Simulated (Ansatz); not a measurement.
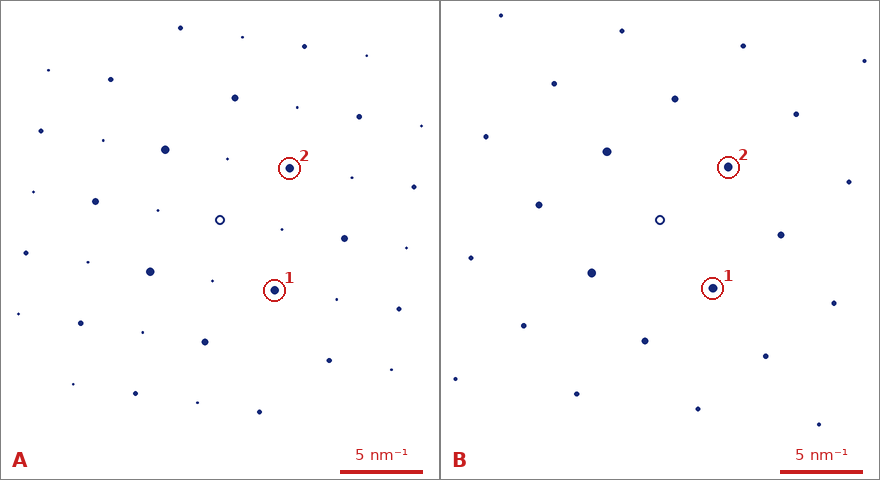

Kinematic electron diffraction patterns (300 kV, B = 0.5 Å², same scale) along [110] of the run's own cell, for the start and the end of one relaxation of TiO2 with DFT, PAW plane waves, r2scan in Ansatz. k mesh 5×5×7. The start is a generated model structure, and the relaxation ends in the nearest stationary point of its symmetry, not necessarily the ground state. Spot 1 is -1 1 -1 and spot 2 is -1 1 1 in both.

Start structure:

```
Ti O
1.0
    -1.78778    1.86864    4.78147
     1.92815   -1.74962    4.78996
     1.83220    1.79404   -4.73416
Ti O
2 4
Direct
  0.99983 0.00221 0.01104
  0.73876 0.23285 0.48909
  0.18994 0.18102 0.00623
  0.96744 0.45013 0.54196
  0.57727 0.05512 0.49789
  0.82232 0.82032 0.00101
```

**Which pattern belongs to the start structure, and which to the relaxed one?**

A is the start: its cell gives d(1) = 1.831 Å, d(2) = 1.879 Å and an angle of 88.7°. B is the relaxed structure, with d(1) = 1.889 Å (+3.2 %), d(2) = 1.889 Å (+0.5 %) and 90.0°.

**What did the relaxation do to the structure and the energy?**

The volume changed by +3.8 % to 11.40 Å³ an atom; with the mean shift removed, the atoms moved by up to 0.28 Å relative to the cell (O most); the space group went from P1 (No. 1) to I4_1/amd (No. 141); the free energy fell by 550 meV an atom. Relaxed cell: a = 5.486 Å, b = 5.486 Å, c = 5.486 Å, α = 139.72°, β = 139.72°, γ = 58.28°.
